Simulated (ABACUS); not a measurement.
**A series of single points on PbTe**

System: PbTe (Fm-3m, 2 atoms in the cell).
Method: Kohn-Sham DFT of a periodic cell, revTPSS, SG15 ONCV 1.2 PBE, no spin polarisation (ABACUS 3.10.1).

The 7 runs differ only in the geometry, by an even scaling of the cell at fixed fractional positions. The structure derives from an entry of the Crystallography Open Database.

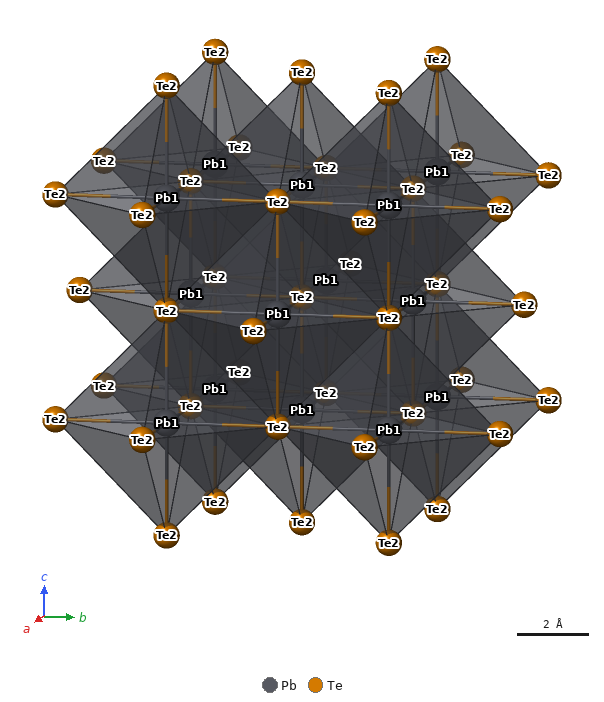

Figure 1. The structure of run 4 (polyhedral view of the cell 4 times as large as that of the calculation, set on its symmetry axes, seen slightly off an axis; polyhedra are completed across the faces of the cell; atoms are numbered from 1 in the order of the input).

## The input of run 4
```python
"""ABACUS run from a structure file: ASE reads it, the script writes STRU, KPT and INPUT."""
import re
import subprocess
from ase.io import read
from ase.units import Bohr

atoms = read("TePb.xyz")
atoms = atoms[(-atoms.numbers).argsort(kind="stable")]  # ABACUS lists atoms element by element
pseudo = {'Pb': 'Pb_ONCV_PBE-1.2.upf', 'Te': 'Te_ONCV_PBE-1.2.upf'}
orbital = {}
magmoms = None
kmesh = [4, 4, 4]
params = {
    'suffix': 'TePb',
    'calculation': 'scf',
    'basis_type': 'pw',
    'pseudo_dir': './',
    'symmetry': 1,
    'dft_functional': 'MGGA_X_REVTPSS+MGGA_C_REVTPSS',
    'ecutwfc': 96,
    'pseudo_rcut': 10,
    'nspin': 1,
    'nbands': 19,
    'ks_solver': 'dav',
    'smearing_method': 'fd',
    'smearing_sigma': 0.00367493,
    'scf_thr': 1e-08,
    'scf_nmax': 100,
    'mixing_type': 'broyden',
    'mixing_beta': 0.7,
    'cal_force': 1,
    'cal_stress': 1,
    'mixing_tau': 1,
    'kpar': 4,
}

symbols = atoms.get_chemical_symbols()
elements = list(dict.fromkeys(symbols))
lines = ["ATOMIC_SPECIES"] + [f"{e} {atoms.get_masses()[symbols.index(e)]:.4f} {pseudo[e]}" for e in elements]
if orbital:
    lines += ["", "NUMERICAL_ORBITAL"] + [orbital[e] for e in elements]
lines += ["", "LATTICE_CONSTANT", f"{1 / Bohr:.10f}", "", "LATTICE_VECTORS"]
lines += [" ".join(f"{x:.10f}" for x in v) for v in atoms.cell]
lines += ["", "ATOMIC_POSITIONS", "Direct"]
for e in elements:
    lines += ["", e, "0.0", str(symbols.count(e))]
    for i, p in enumerate(atoms.get_scaled_positions(wrap=False)):
        if symbols[i] == e:
            mag = "" if magmoms is None else " mag " + " ".join(str(x) for x in (magmoms[i] if isinstance(magmoms[i], list) else [magmoms[i]]))
            lines.append(" ".join(f"{x:.10f}" for x in p) + " 1 1 1" + mag)
open("STRU", "w").write("\n".join(lines) + "\n")
open("KPT", "w").write("K_POINTS\n0\nGamma\n%d %d %d 0 0 0\n" % tuple(kmesh))
open("INPUT", "w").write("INPUT_PARAMETERS\n" + "".join(f"{k:<20s}{v}\n" for k, v in params.items()))

done = subprocess.run(['mpirun', '-np', '4', 'abacus'])
if done.returncode:
    raise SystemExit(done.returncode)
log = open("OUT.TePb/running_scf.log").read()
print("final energy (eV):", re.findall(r"FINAL_ETOT_IS (\S+)", log))
```

## File TePb.xyz of run 4
```
2
Lattice="0.0000000000 3.2310000000 3.2310000000 3.2310000000 0.0000000000 3.2310000000 3.2310000000 3.2310000000 0.0000000000" Properties=species:S:1:pos:R:3 pbc="T T T"
Pb     0.0000000000      0.0000000000      0.0000000000
Te     3.2310000000      3.2310000000      3.2310000000
```

## File INPUT of run 4
```
INPUT_PARAMETERS
suffix              TePb
calculation         scf
basis_type          pw
pseudo_dir          ./
symmetry            1
dft_functional      MGGA_X_REVTPSS+MGGA_C_REVTPSS
ecutwfc             96
pseudo_rcut         10
nspin               1
nbands              19
ks_solver           dav
smearing_method     fd
smearing_sigma      0.00367493
scf_thr             1e-08
scf_nmax            100
mixing_type         broyden
mixing_beta         0.7
cal_force           1
cal_stress          1
mixing_tau          1
kpar                4
```

## File STRU of run 4
```
ATOMIC_SPECIES
Pb 207.2000 Pb_ONCV_PBE-1.2.upf
Te 127.6000 Te_ONCV_PBE-1.2.upf

LATTICE_CONSTANT
1.8897261258

LATTICE_VECTORS
0.0000000000 3.2310000000 3.2310000000
3.2310000000 0.0000000000 3.2310000000
3.2310000000 3.2310000000 0.0000000000

ATOMIC_POSITIONS
Direct

Pb
0.0
1
0.0000000000 0.0000000000 -0.0000000000 1 1 1

Te
0.0
1
0.5000000000 0.5000000000 0.5000000000 1 1 1
```

## File KPT of run 4
```
K_POINTS
0
Gamma
4 4 4 0 0 0
```

Command:
```bash
OMP_NUM_THREADS=1 python run_abacus.py > log
```

Run 5 has the same physical settings and fractional positions; its lattice vectors (Å) are:
```
   0.000000    3.252398    3.252398
   3.252398    0.000000    3.252398
   3.252398    3.252398    0.000000
```

## Results, with one run withheld

| run | volume per atom (Å³) | free energy per atom, from the lowest run given (meV) | pressure (GPa) | gap on the mesh (eV) |
| --- | --- | --- | --- | --- |
| 1 | 31.706 | 23.36 | 3.48 | 0.64 |
| 2 | 32.380 | 11.13 | 2.33 | 0.70 |
| 3 | 33.055 | 3.50 | 1.31 | 0.75 |
| 4 | 33.730 | 0.00 | 0.36 | 0.80 |
| 5 | 34.404 | ? | ? | ? |
| 6 | 35.079 | 3.64 | −1.21 | 0.89 |
| 7 | 35.753 | 10.11 | −1.87 | 0.93 |

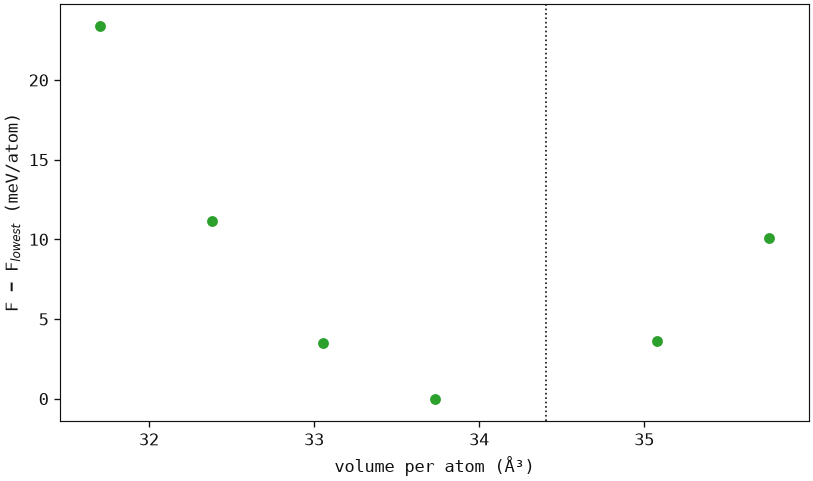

Figure 2. Free energy per atom of the runs given; the dotted line marks run 5.

Fit the runs given and predict run 5.

A cubic polynomial in V^(−2/3) (the Birch–Murnaghan form), fitted to the 6 runs given, misses them by at most 0.01 meV per atom. With x = V^(−2/3) − 0.09610 Å⁻², it reads F = 0.48068 + 1942.7 x + 1.1165e+06 x² + 2.8531e+06 x³ (meV per atom). At run 5 it gives 0.16 meV per atom, and the run itself gives 0.13. The slope of the fit gives a pressure −dF/dV of −0.45 GPa there, and the run prints −0.47 GPa. The fit has its minimum at 34.030 Å³ per atom, where V d²F/dV² gives 42.1 GPa: the bulk modulus at this level, since symmetry fixes the shape and the positions. The gap on the mesh goes, without turning, from 0.64 eV in run 1 to 0.93 eV in run 7; run 5 has 0.85 eV. These are gaps of this functional on this mesh, which can miss the band edges; they aren't the measured gap.

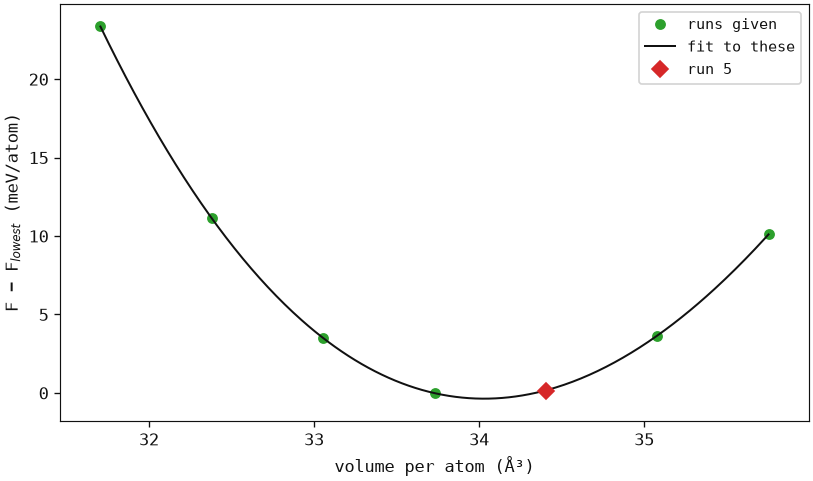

Figure 3. The fit and the withheld run.

## Some lines of the output (run 5)
```
[...]
                             Volume (A^3) = 68.8083
 E_Fermi        0.7180106624         9.7690362331
 E_Fermi        0.7139713038         9.7140779407
 E_Fermi        0.7116326801         9.6822593317
 E_Fermi        0.7108561480         9.6716940706
 E_Fermi        0.7099419977         9.6592564185
 E_Fermi        0.7098330734         9.6577744273
 E_Fermi        0.7098225286         9.6576309574
 E_KS(sigma->0) -287.0897588305      -3906.0565575409
 E_Fermi        0.7098226164         9.6576321528
 final etot is -3906.0565701 eV
 EFERMI = 9.6576321528 eV
 TOTAL-PRESSURE: -4.654361 KBAR
 !FINAL_ETOT_IS -3906.0565701236482710 eV
```

Notes: Spin–orbit coupling is left out, which matters for Pb.
